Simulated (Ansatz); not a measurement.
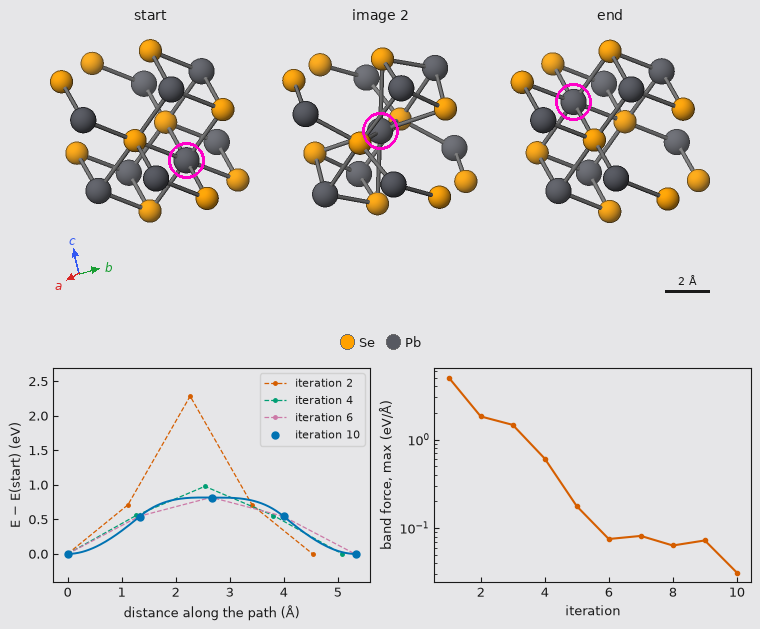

A nudged-elastic-band calculation for a defect cell of composition Pb$_{7}$Se$_{8}$ with a Pb vacancy (15 atoms in the cell). Images are numbered from 0 (start) to 4 (end). The plot follows the band through its iterations. Style: ball-and-stick. Shown: the atoms within 5.2 Å of the middle of the path, slightly off an axis. The moving atom is ringed, with any periodic copies. Bonds to atoms that aren't drawn are left out.

These are results of Ansatz, DFT, PAW plane waves, PBE, not measurements. Run with plane-wave cutoff 420 eV; k-point mesh 2 × 2 × 2; Fermi-Dirac smearing 0.05 eV; 3 movable images; climbing image; force threshold 0.05 eV/Å; iteration limit 40.

Q: Judge this run.

A: The run is converged, with reservations. The band converged in 10 iterations. The largest component of the band force went from 5 to 0.031 eV/Å. The climbing image converged on the top of the path. Its curvatures weren't checked. The first iteration put the highest image at 5.03 eV. The two ends have the same energy, and the highest point, image 2, lies 0.82 eV above the start.

Cost: 11 min on 4 threads of Arm Neoverse N1, on a shared host, peak memory 2.6 GiB.
